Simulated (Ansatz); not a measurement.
**A series of single points on KF**

System: KF (I4mm, 2 atoms in the cell).
Method: DFT LDA, scalar-relativistic, plane waves, PAW, no spin polarisation (Ansatz 0.2.0).

The 8 runs differ only in the geometry, by a shift of atoms along one path in a fixed cell. The shift s is measured from run 5: K1 moves along the Cartesian direction (1.00, 0.00, 0.00). The structure derives from an entry of the Crystallography Open Database.

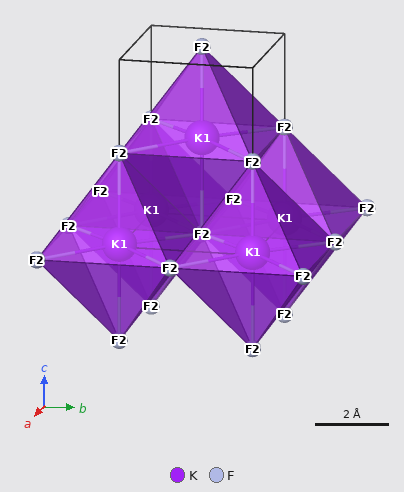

Figure 1. The structure of run 5 (polyhedral view of the cell 2 times as large as that of the calculation, set on its symmetry axes, seen slightly off an axis; polyhedra are completed across the faces of the cell; atoms are numbered from 1 in the order of the input).

## Input of run 5
```yaml
crystal:
  lattice:
    - [0.0, 2.6735, 2.6735]
    - [2.6735, 0.0, 2.6735]
    - [2.6735, 2.6735, 0.0]
  atoms:
    - { symbol: K, position: [-0.0140265569, 0.0140265569, 0.0140265569] }
    - { symbol: F, position: [0.5, 0.5, 0.5] }
basis:
  ecutwfc: 420
kpoints:
  mp_grid: { grid: [8, 8, 8] }
hamiltonian:
  xc: lda
scf:
  occupations: { method: gaussian, width: 0.05 }
output:
  forces: true
  stress: true
  eigenvalues: true
```

Lattice vectors (Å) and fractional positions of run 5:
```
   0.000000    2.673500    2.673500
   2.673500    0.000000    2.673500
   2.673500    2.673500    0.000000
K  -0.014027  0.014027  0.014027
F   0.500000  0.500000  0.500000
```

Run 6 differs from it as follows:
```diff
-    - { symbol: K, position: [-0.0140265569, 0.0140265569, 0.0140265569] }
+    - { symbol: K, position: [-0.0233775949, 0.0233775949, 0.0233775949] }
```

## Results, with one run withheld

```tsv
run	shift s of K1 (Å)	free energy per atom, from the lowest run given (meV)	pressure (GPa)	gap on the mesh (eV)	force along the path (eV/Å)
1	−0.2750	12.89	−2.96	5.80	0.291
2	−0.1750	2.81	−3.40	5.80	0.123
3	−0.0500	0.00	−3.53	5.80	−0.029
4	−0.0250	0.55	−3.51	5.80	−0.059
5	0.0000	1.48	−3.46	5.80	−0.090
6	0.0500	?	?	?	?
7	0.0750	6.81	−3.22	5.80	−0.199
8	0.1000	9.56	−3.10	5.80	−0.242
```

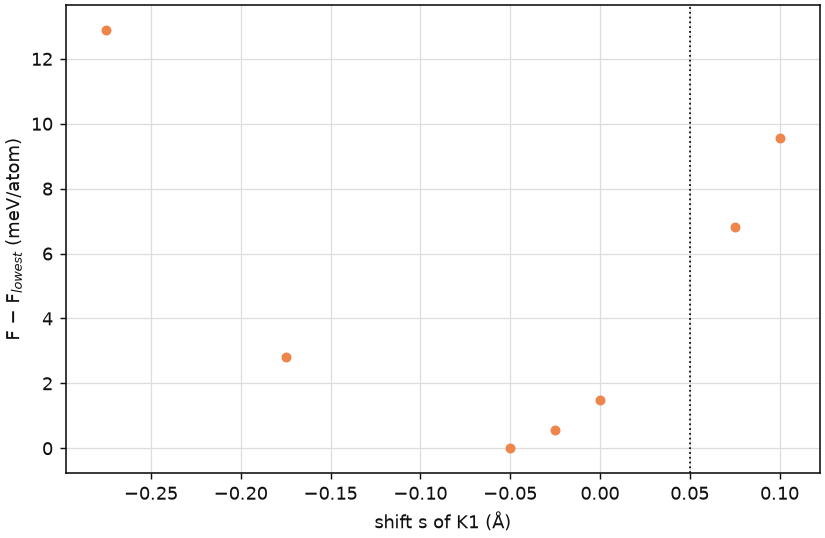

Figure 2. Free energy per atom of the runs given; the dotted line marks run 6.

What should run 6 give?

A cubic polynomial in the coordinate, fitted to the 7 runs given, misses them by at most 0.11 meV per atom. With x = s + 0.0500, it reads F = −0.10301 + 17.097 x + 319.86 x² − 55.415 x³ (meV per atom). At run 6 it gives 4.75 meV per atom, and the run itself gives 4.58. The slope of the fit gives a force −dF/ds of −0.159 eV/Å along the path (summed over the atoms that move), and the printed forces give −0.159 eV/Å. The fit has its minimum at s = −0.0765 Å.

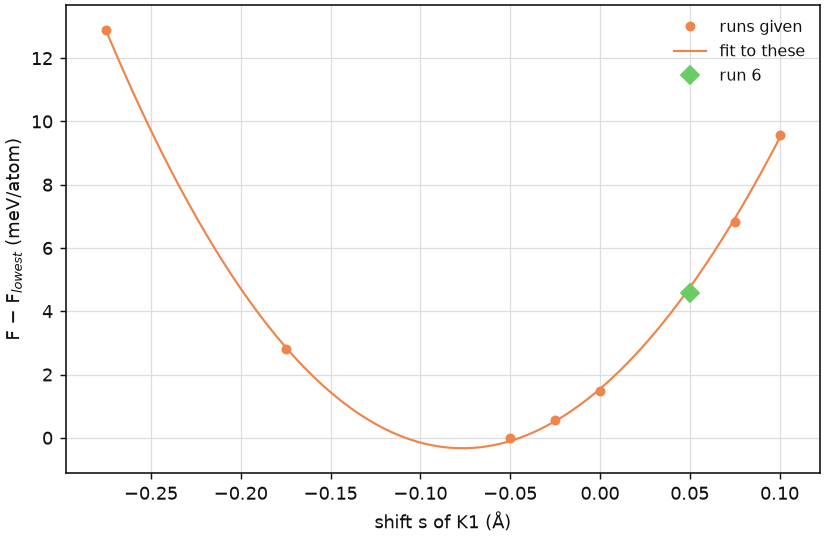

Figure 3. The fit and the withheld run.

## Output, shortened to warnings, some set-up lines, iterations and results (run 6)
```
Basis set: ecut = 420 eV, 725 PW (Γ)
Symmetry: 8 space group operations
k-points: 59 of 512 (time reversal used)
Initial density: superposition of atomic densities (neutral atoms: chi_scale 0, normalization atom), corrected by the library's trained network
[...]
SCF iter   1: F=—  HF=-2292.743119 eV  |F-HF|=—  |Δ(HF+E_count)|=         —  Δρ=1.52e-2  dr2=6.71e-2  ethr=1.77e-3  ⟨swp⟩=5.8  Hψ=4532  notcnv=0
SCF iter   2: F=—  HF=-2292.728970 eV  |F-HF|=—  |Δ(HF+E_count)|=   1.41e-2  Δρ=1.04e-2  dr2=2.20e-2  ethr=4.19e-4  ⟨swp⟩=2.0  Hψ=1822  notcnv=0
SCF iter   3: F=—  HF=-2292.722681 eV  |F-HF|=—  |Δ(HF+E_count)|=   6.29e-3  Δρ=2.16e-3  dr2=8.65e-4  ethr=1.37e-4  ⟨swp⟩=2.0  Hψ=1332  notcnv=0
SCF iter   4: F=—  HF=-2292.722382 eV  |F-HF|=—  |Δ(HF+E_count)|=   2.98e-4  Δρ=4.20e-4  dr2=2.27e-5  ethr=5.41e-6  ⟨swp⟩=2.0  Hψ=1106  notcnv=0
SCF iter   5: F=—  HF=-2292.722375 eV  |F-HF|=—  |Δ(HF+E_count)|=   7.43e-6  Δρ=2.31e-5  dr2=8.59e-8  ethr=1.42e-7  ⟨swp⟩=2.3  Hψ=983  notcnv=0
SCF iter   6: F=-2292.722375 eV  HF=-2292.722375 eV  |F-HF|=3.39e-9  |Δ(HF+E_count)|=   1.53e-8  Δρ=7.97e-6  dr2=5.53e-9  ethr=5.37e-10  ⟨swp⟩=2.1  Hψ=2495  notcnv=0
SCF 1 converged in 6 iterations: F = -2292.722375 eV  dr2 = 5.53e-9
SCF converged after 6 iterations
Free energy (F): -2292.722375 eV
Harris-Foulkes:  -2292.722375 eV  (|F-HF|=3.39e-9)
Internal energy: -2292.722375 eV  (E = F + TS)
E sigma→0 (E₀):  -2292.722375 eV
Fermi energy:    3.888503 eV
--- Per-component energies (eV) ---
  E_band       = -129.422920
  E_kinetic    = 459.396419
  E_local      = -1113.180773  (includes V_loc(G=0)·N_el)
  E_nonlocal   = 90.993348
  E_hartree    = 398.039318
  E_xc         = -211.750273
  E_vxc        = -265.518282  (∫ρ·V_xc dr)
  E_paw        = -929.923259  (= ΣΔE_a)
  E_vpaw       = -97.195210  (= ΣTr[D̂ρ^β])
  E_aug_tail   = 0.002022  (compensation charges beyond the density's cutoff)
  E_ewald      = -986.669930
  E_core_change = 0.370752  (= ΣΔE_core)
  E_smearing   = -0.000000  (= −TS)
  E_closure    = 0.000000  (closes the sum)
  Σ components = -2292.722375   (vs F -2292.722375, Δ=0.00e0)
--- Forces (eV/Å), atoms counted from 1 ---
  atom   1  K     -0.15928545    -0.00000000     0.00000000
  atom   2  F      0.15931343     0.00000000     0.00000000
  max |Σ_I F_I| component: 2.80e-5 eV/Å
--- Stress (GPa, compression-positive) ---
       -2.836804       0.000000       0.000000
        0.000000      -3.564215       0.000000
        0.000000       0.000000      -3.564215
  P = ⅓ Tr σ = -3.3217 GPa (-33.217 kbar)
```
